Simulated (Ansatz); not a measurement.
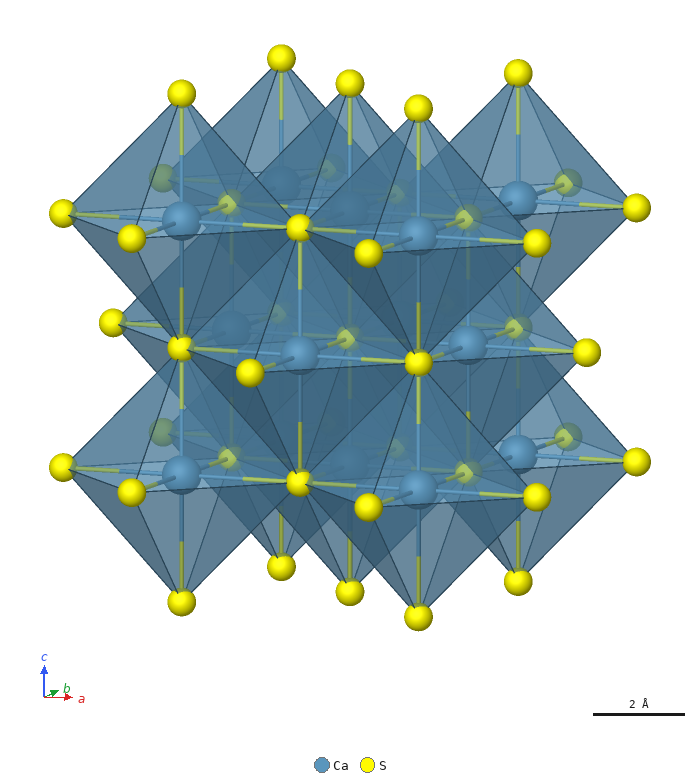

The input geometry (polyhedral view of the cell 4 times as large as that of the calculation, set on its symmetry axes, seen slightly off an axis; polyhedra are completed across the faces of the cell).

# Wannier-function calculation of CaS

The run: Wannier-function calculation of CaS (2 atoms in the cell). Method and program: maximally localised Wannier functions of PBE bands, plane waves, PAW, no spin polarisation (Ansatz 0.2.0).

The structure derives from an entry of the Crystallography Open Database. The geometry comes from this level: r2SCAN. It belongs to a series of runs on one base structure; here: anion s p.

### Input file
```yaml
crystal:
  lattice:
    - [0.0, 2.8479357439, 2.8479357439]
    - [2.8479357439, 0.0, 2.8479357439]
    - [2.8479357439, 2.8479357439, 0.0]
  atoms:
    - { symbol: Ca, position: [0.0, 0.0, 0.0] }
    - { symbol: S, position: [0.5, 0.5, 0.5] }
kpoints:
  mp_grid: { grid: [6, 6, 6] }
  band_path:
    path:
      - [[0.0, 0.0, 0.0], [0.5, -3.242826608513e-35, 0.5], [0.625, 0.25, 0.625]]
      - [[0.375, 0.375, 0.75], [0.0, 0.0, 0.0], [0.5, 0.5, 0.5], [0.5, 0.25, 0.75], [0.5, -3.242826608513e-35, 0.5]]
    npoints: 10
hamiltonian:
  xc: pbe
scf:
  occupations: { method: fixed }
  n_extra_bands: 6
output:
  forces: false
  stress: false
  eigenvalues: true
  wannier:
    kmesh: [6, 6, 6]
    projections: [{ species: S, l: s }, { species: S, l: p }]
    minimise: true
    write_hr: true
    conv_tol: 1.0e-08
    max_iter: 3000
  write_density: true
  write_potential: true
  elf: true
  volumetric_format: npy
```

### File wannier.win
```
! ansatz wannier90 interface
! projections by site (counted from 0) and shell: 1 3S, 1 3P
! states of the run's bands (counted from 1): 5-8
! their least projectability: 0.9226
num_bands = 4
num_wann  = 4
num_iter  = 2000
conv_tol = 1e-8
conv_window = 5
guiding_centres = true
write_hr = true

begin unit_cell_cart
Ang
                      0.0             2.8479357439             2.8479357439
             2.8479357439                      0.0             2.8479357439
             2.8479357439             2.8479357439                      0.0
end unit_cell_cart

begin atoms_frac
Ca                       0.0                      0.0                      0.0
S                        0.5                      0.5                      0.5
end atoms_frac

mp_grid = 6 6 6
```

Run on 4 threads of Intel Xeon (Granite Rapids), 64 GiB of memory available, shared host.

Run as:
```bash
ansatz run input.yaml --threads 4 --pin off --max-ram 3686MiB --backend cpu --events-out ev --progress --plain --runs-dir out
```

### The program's output
```
scf.n_extra_bands = 6 over 8 filled bands (N_el = 16.0): the run solves 14 bands
Engine: ansatz 0.2.0, x86_64-unknown-linux-gnu
Pseudopotentials: kind: paw
Pseudopotential: Ca, paw, valence charge 10, recommended cutoff 420 eV (normal), Ca.paw.azcp
Pseudopotential: S, paw, valence charge 6, recommended cutoff 420 eV (normal), S.paw.azcp
Functional definition: PBE
  parameter kappa = 0.804
  parameter beta = 0.06672455060314922
  exchange = pbe_x(kappa = kappa, mu = beta*pi^2/3)
  correlation = pbe_c(beta = beta)
Crystal: 2 atoms, lattice volume = 46.198 Å³
Basis set: ecut = 420 eV, 893 PW (Γ)
Bands: 14, of which v1, the nominal top of the filled ones, is band 8 counted from 1 (7 counted from 0)
Symmetry: 48 space group operations
Space group: Fm-3m (ITA 225), of the structure as read, at distance tolerance 3.6e-5 Å
k-points: 16 of 216
Non-local potential: Ca, projectors of the file, l = 0: 3, l = 1: 2, l = 2: 2
Non-local potential: S, projectors of the file, l = 0: 2, l = 1: 2, l = 2: 2
PAW form: soft (Blöchl's): semilocal exchange-correlation on the pseudo side does not see the compensation charge
PAW one-centre angular grid: Ca, 110 points (default); XC on 64 Gauss nodes
PAW one-centre angular grid: S, 110 points (default); XC on 64 Gauss nodes
Initial density: superposition of atomic densities (neutral atoms: chi_scale 0, normalization atom), corrected by the library's trained network
Initial wavefunctions: pseudopotential atomic-orbital guess
Functional: x = pbe(κ = 0.804, μ = 0.2195149727645171), c = pbe(β = 0.06672455060314922)
SCF iter   1: F=—  HF=-2723.261087 eV  |F-HF|=—  |Δ(HF+E_count)|=         —  Δρ=3.29e-4  dr2=2.79e-5  ethr=1.77e-3  ⟨swp⟩=4.8  Hψ=1197  notcnv=0  defer=31
preconditioner: auto → none  [insulator: Δε(μ)=2.358 eV  Ē_g=16.903 eV  n_scr=14 (ndim 8)  ℏωp=20.4 eV  f_vac=0.000  ε∞_Penn≈2.5]
SCF iter   2: F=—  HF=-2723.261000 eV  |F-HF|=—  |Δ(HF+E_count)|=   8.78e-5  Δρ=3.12e-4  dr2=7.13e-5  ethr=1.75e-7  ⟨swp⟩=3.0  Hψ=552  notcnv=0  defer=60
SCF iter   3: F=—  HF=-2723.260995 eV  |F-HF|=—  |Δ(HF+E_count)|=   4.53e-6  Δρ=1.02e-4  dr2=2.56e-6  ethr=1.75e-7  ⟨swp⟩=2.7  Hψ=341  notcnv=0  defer=62
SCF iter   4: F=—  HF=-2723.261010 eV  |F-HF|=—  |Δ(HF+E_count)|=   1.52e-5  Δρ=5.49e-5  dr2=1.84e-6  ethr=1.60e-8  ⟨swp⟩=2.0  Hψ=326  notcnv=0  defer=63
SCF iter   5: F=—  HF=-2723.261011 eV  |F-HF|=—  |Δ(HF+E_count)|=   4.76e-7  Δρ=2.55e-5  dr2=4.91e-7  ethr=1.15e-8  ⟨swp⟩=2.2  Hψ=238  notcnv=0  defer=63
SCF iter   6: F=-2723.261011 eV  HF=-2723.261011 eV  |F-HF|=5.31e-8  |Δ(HF+E_count)|=   7.36e-8  Δρ=8.66e-6  dr2=6.14e-8  ethr=6.25e-10  ⟨swp⟩=6.2  Hψ=1307  notcnv=0
SCF 1 converged in 6 iterations: F = -2723.261011 eV  dr2 = 6.14e-8
  greatest PAW one-centre occupation: 0.995 electrons in one spin orbital (limit 2), on the Ca atom at site 0 (counted from 0), in its partial waves of l = 0
```

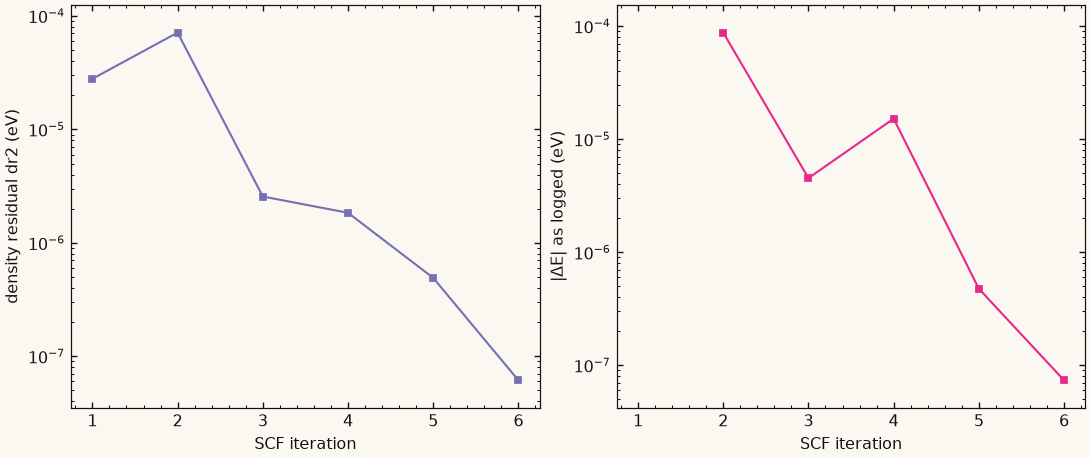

Convergence of the self-consistent field: density residual dr2 and size of the energy change against the SCF iteration. The residual comes down, with one marked jump up, by a factor of about 2.5, at step 2.

```
NSCF: frozen V_eff on 62 k-points
NSCF: frozen V_eff on 19 k-points
the Wannier pass solved 19 of the 216 points of its mesh, and has the states at the others by symmetry: states obtained by the crystal's operations at points that were solved too leave a residual of 3.29e-13 eV (read by the count's bands and the next), within 4.17e-6 eV
SCF converged after 6 iterations
Free energy (F): -2723.261011 eV
Harris-Foulkes:  -2723.261011 eV  (|F-HF|=5.31e-8)
Internal energy: -2723.261011 eV  (E = F + TS)
E sigma→0 (E₀):  -2723.261011 eV
Fermi energy:    5.964593 eV
--- Per-component energies (eV) ---
  E_band       = -134.710417
  E_kinetic    = 386.549661
  E_local      = -823.957854  (includes V_loc(G=0)·N_el)
  E_nonlocal   = 91.670939
  E_hartree    = 270.666076
  E_xc         = -236.043269
  E_vxc        = -260.850107  (∫ρ·V_xc dr)
  E_paw        = -1458.667807  (= ΣΔE_a)
  E_vpaw       = -69.457789  (= ΣTr[D̂ρ^β])
  E_aug_tail   = -0.000004  (compensation charges beyond the density's cutoff)
  E_ewald      = -953.478753
  E_smearing   = -0.000000  (= −TS)
  E_closure    = -0.000000  (closes the sum)
  Σ components = -2723.261011   (vs F -2723.261011, Δ=0.00e0)
--- Band table (eV; the first three rows and the last of 16) ---
  k-point 0: bands = ["-33.2488", "-14.2274", "-14.2274", "-14.2274", "-5.3536", "5.9646", "5.9646", "5.9646", "10.1159", "10.1283", "10.1283", "10.1283", "10.7163", "10.7163"]
  k-point 1: bands = ["-33.2459", "-14.2699", "-14.2307", "-14.2307", "-5.1691", "4.9242", "5.5998", "5.5998", "10.1384", "10.5155", "10.5155", "11.3420", "11.4130", "11.4130"]
  k-point 2: bands = ["-33.2403", "-14.3526", "-14.2372", "-14.2372", "-4.7691", "3.4817", "5.0423", "5.0423", "10.4994", "11.4414", "11.4414", "12.6300", "12.9190", "12.9190"]
  k-point 15: bands = ["-33.2339", "-14.3306", "-14.2940", "-14.2831", "-4.6457", "3.9085", "4.5633", "4.5874", "9.6374", "11.8583", "11.8669", "12.4824", "12.7515", "13.8035"]
Wannier search: line search 1 of at most 3000: gauge-dependent spread (as the search counts it) 2.0708121 Å², largest recent change 3.5e-2 Å² and fall left 1.4e-5 Å² against conv_tol 1.0e-8 Å², 0 stops escaped
```

### File rho_z.tsv
```
# z_ang	rho[e/angstrom^3]
# format = ansatz-planar-average/11
# lattice	0.000000000	2.847935744	2.847935744
# lattice	2.847935744	0.000000000	2.847935744
# lattice	2.847935744	2.847935744	0.000000000
# sites	2
# site	20	0.000000000	0.000000000	0.000000000
# site	16	2.847935744	2.847935744	2.847935744
0.000000	6.117082e-1
0.149170	5.915436e-1
0.298340	5.342253e-1
0.447510	4.508836e-1
0.596680	3.610384e-1
0.745850	2.864708e-1
0.895020	2.417438e-1
1.044190	2.290666e-1
1.193360	2.401689e-1
1.342530	2.619673e-1
1.491700	2.823629e-1
1.640870	2.944557e-1
1.790040	2.980707e-1
1.939210	2.977035e-1
2.088380	2.977035e-1
2.237550	2.980707e-1
2.386720	2.944557e-1
2.535890	2.823629e-1
2.685060	2.619673e-1
2.834230	2.401689e-1
2.983400	2.290666e-1
3.132569	2.417438e-1
3.281739	2.864708e-1
3.430909	3.610384e-1
3.580079	4.508836e-1
3.729249	5.342253e-1
3.878419	5.915436e-1
```

### File v_z.tsv
```
# z_ang	v_es[eV]	v_tot[eV]
# format = ansatz-planar-average/11
# xc	pbe
# density_cutoff_ev	1680
# datasets	Ca=:simpson_from_first_knot:soft	S=:simpson_from_first_knot:soft
# lattice	0.000000000	2.847935744	2.847935744
# lattice	2.847935744	0.000000000	2.847935744
# lattice	2.847935744	2.847935744	0.000000000
# sites	2
# site	20	0.000000000	0.000000000	0.000000000
# site	16	2.847935744	2.847935744	2.847935744
0.000000	-4.674929e-1	-1.003462e1
0.149170	-2.050222e-1	-9.739068e0
0.298340	5.432303e-1	-8.898852e0
0.447510	1.659164e0	-7.652310e0
0.596680	2.955725e0	-6.208182e0
0.745850	4.197038e0	-4.822188e0
0.895020	5.136141e0	-3.779860e0
1.044190	5.529742e0	-3.372617e0
1.193360	5.298566e0	-3.688731e0
1.342530	4.663615e0	-4.482501e0
1.491700	4.010376e0	-5.364651e0
1.640870	3.573500e0	-6.095780e0
1.790040	3.357447e0	-6.599834e0
1.939210	3.277191e0	-6.855291e0
2.088380	3.277191e0	-6.855291e0
2.237550	3.357447e0	-6.599834e0
2.386720	3.573500e0	-6.095780e0
2.535890	4.010376e0	-5.364651e0
2.685060	4.663615e0	-4.482501e0
2.834230	5.298566e0	-3.688731e0
2.983400	5.529742e0	-3.372617e0
3.132569	5.136141e0	-3.779860e0
3.281739	4.197038e0	-4.822188e0
3.430909	2.955725e0	-6.208182e0
3.580079	1.659164e0	-7.652310e0
3.729249	5.432303e-1	-8.898852e0
3.878419	-2.050222e-1	-9.739068e0
```

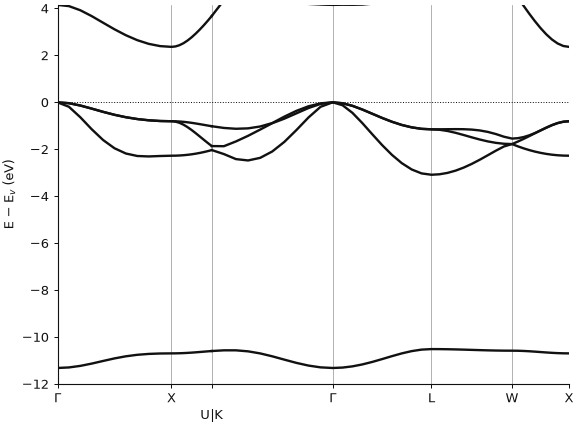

Band structure along Γ–X–U|K–Γ–L–W–X, with energies from the valence-band top. There is a gap of 2.36 eV on this path, indirect, from Γ to X.

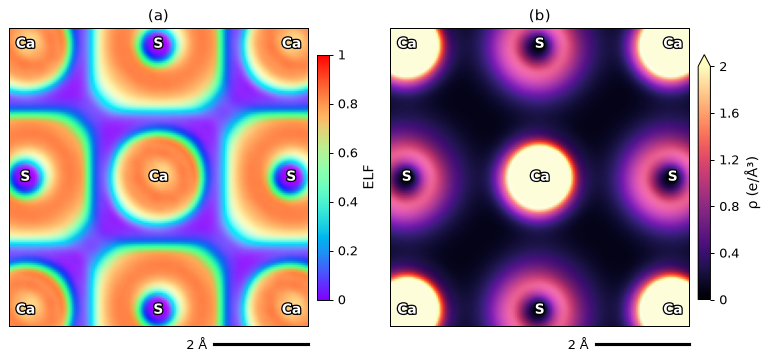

(a) electron localisation function; (b) valence pseudo-density on the (100) plane of the conventional cell. The section cuts through Ca and S sites. Ca–S (2.85 Å): the density is about 0.2 e/Å³ at the midpoint, with its minimum of 0.17 e/Å³ about 1.3 Å from Ca; the ELF is about 0.30 at the midpoint, which marks ionic bonding with no shared pair. Away from the nuclei the density in this plane falls to 0.05 e/Å³ at its lowest. The strong features right at Ca lie inside the PAW spheres (semicore, d or f shells) and say nothing about bonding. Core electrons are frozen (PAW), so the fields are smoothed inside the atomic spheres.

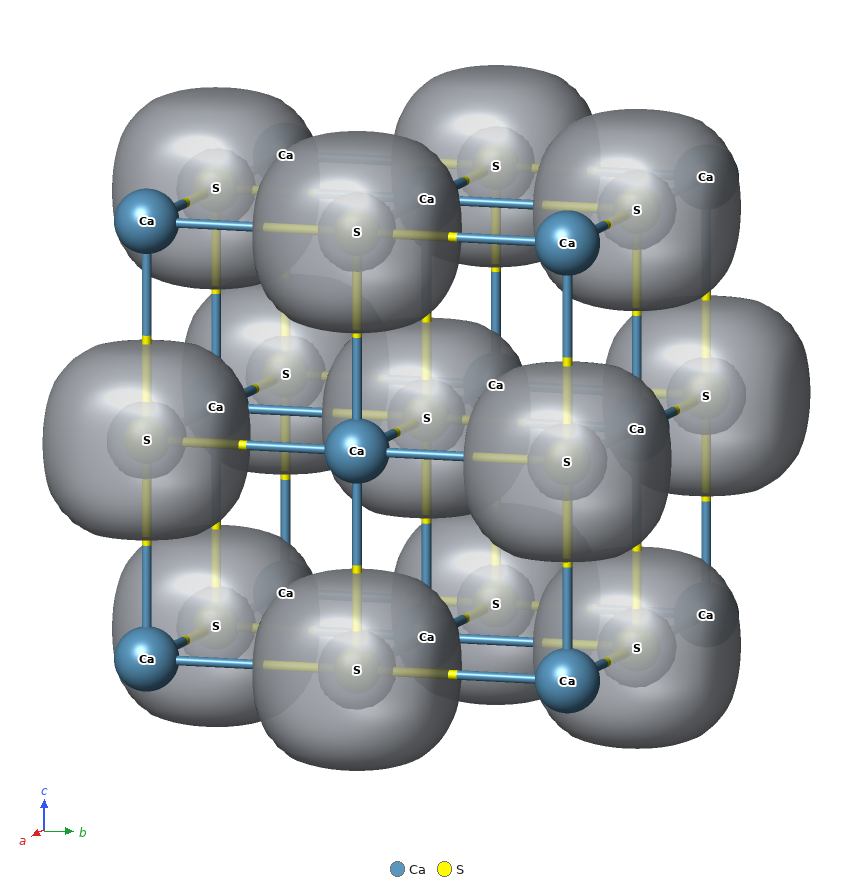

Isosurface of the electron localisation function at 0.65 (grey), seen slightly off an axis. Core shells and regions of very low density are left out. Sticks mark near contacts. The outline is the cell set on symmetry axes. Values along the shortest contacts:

### Results in brief

```json
{"quantity": "outcome", "value": "converged"}
{"quantity": "space group (tolerance 0.01 Å)", "value": "Fm-3m (225)"}
{"quantity": "electrons treated", "value": "16"}
{"quantity": "free energy", "value": "−2723.2610 eV"}
{"quantity": "total spread of the Wannier functions", "value": "6.432 Å²"}
{"quantity": "Fermi energy", "value": "5.965 eV"}
{"quantity": "gap on the k-point mesh", "value": "2.36 eV"}
{"quantity": "wall time", "value": "0.6 s (CPU time 1.7 s)"}
{"quantity": "peak memory", "value": "0.35 GiB"}
```
